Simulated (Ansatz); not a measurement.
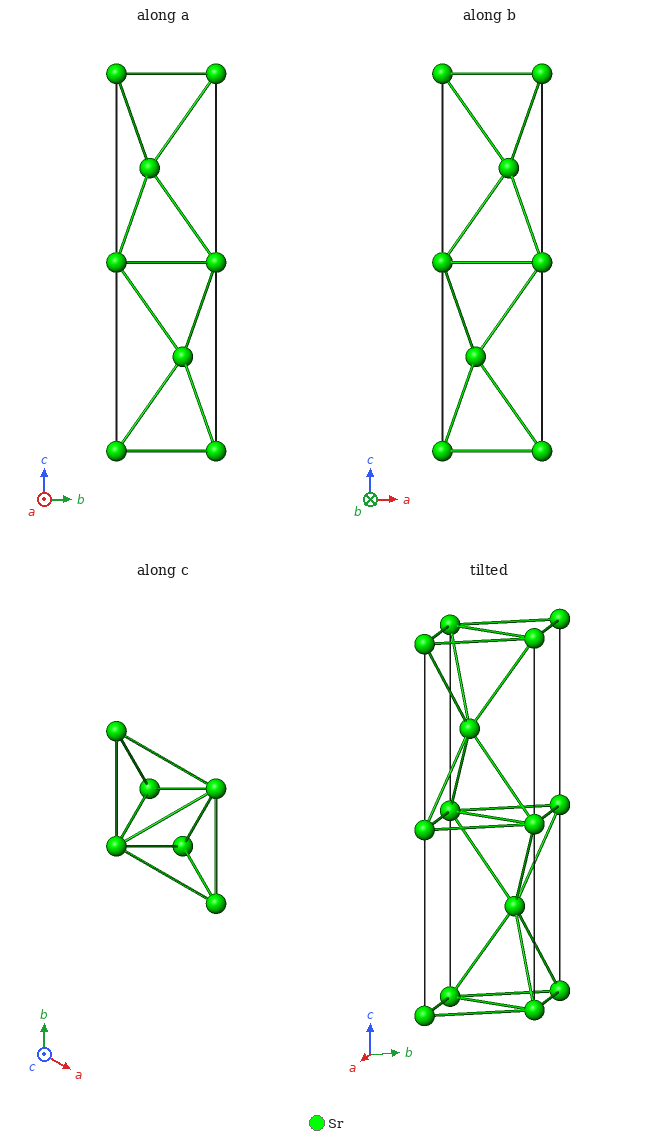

A ball-and-stick rendering, viewed along the a axis, along the b axis, along the c axis and slightly off an axis. The parallelepiped is the conventional unit cell.

Lattice parameters: a = 4.479 Å, b = 4.479 Å, c = 14.703 Å, α = 90.00°, β = 90.00°, γ = 120.00°.

Q: Record the structure as a table of Wyckoff sites.

A: Space group P6_3/mmc (No. 194).
```tsv
atom	site	x	y	z
Sr	2a	0.0000	0.0000	0.0000
Sr	2c	0.3333	0.6667	0.2500
```

The model was built from a structure type filled with this element by a generator (whether the element takes this form wasn't checked). Earlier steps of the study may have refined or changed the cell and positions. It was the input of a calculation with Ansatz.
